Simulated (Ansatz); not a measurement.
The structure in question:

```
Zn O
1.0
     0.00000    5.68007   -5.29323
     4.91909   -2.84004   -5.29323
    -4.91909   -2.84004   -5.29323
Zn O
18 17
Direct
  0.78362 0.44466 0.11204
  0.13099 0.12623 0.12436
  0.79602 0.79217 0.79363
  0.46514 0.79209 0.12439
  0.13112 0.45707 0.79357
  0.79596 0.12613 0.45942
  0.46343 0.12445 0.79181
  0.12986 0.79095 0.45834
  0.46511 0.45698 0.45942
  0.07246 0.40233 0.40097
  0.40830 0.06936 0.40172
  0.07256 0.73350 0.06981
  0.74132 0.73355 0.40088
  0.43077 0.39734 0.06501
  0.07329 0.06940 0.73687
  0.73640 0.09182 0.06497
  0.40836 0.73434 0.73678
  0.73655 0.39765 0.75881
  0.00000 0.00000 0.00000
  0.67152 0.66114 0.66745
  0.33910 0.66094 0.99994
  0.00005 0.33254 0.66750
  0.67146 0.00003 0.32847
  0.33717 0.99821 0.66562
  0.00385 0.66486 0.33233
  0.33895 0.33251 0.32849
  0.94382 0.27813 0.27227
  0.28151 0.94258 0.27603
  0.94385 0.60485 0.94555
  0.61708 0.60485 0.27223
  0.28683 0.27827 0.94563
  0.94765 0.94263 0.61000
  0.61720 0.94789 0.94568
  0.28158 0.60868 0.60993
  0.61721 0.27825 0.61518
```

Summarise the structure in words.

Answer. The stoichiometry is Zn18O17. Cell content: 18 Zn, 17 O, that is 1 formula unit. O sits among four Zn in a tetrahedral arrangement at 1.99 to 2.03 Å. The bonds build a three-dimensional framework.

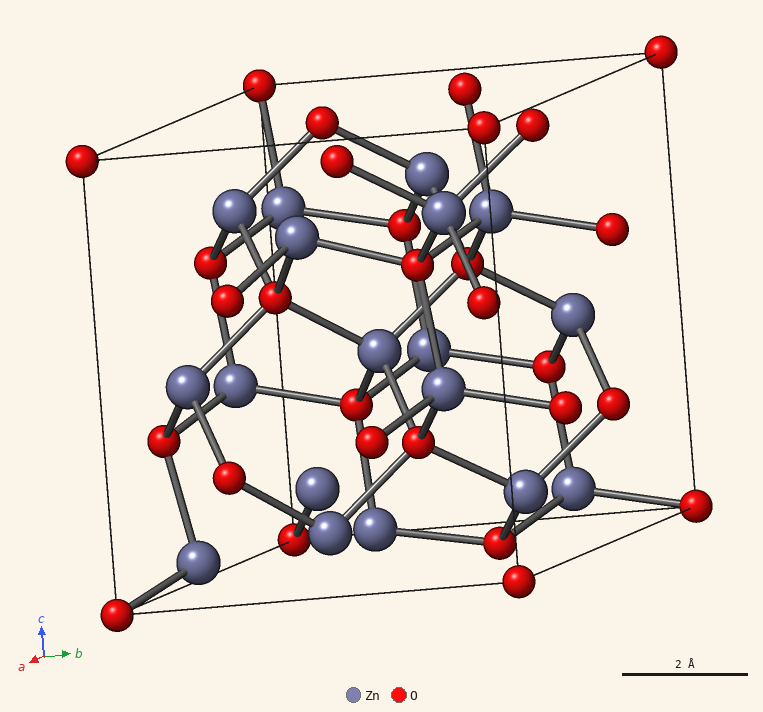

The crystal in a ball-and-stick representation, seen slightly off an axis. Atoms at the boundary of the simulation cell (the box) are drawn once for each face, edge or corner they touch.

The model was built from a structure listed in the Materials Project, repeated into a supercell with a point defect put in. The atoms were relaxed in a fixed cell with DFT PBE, scalar-relativistic, plane waves, PAW in Ansatz.
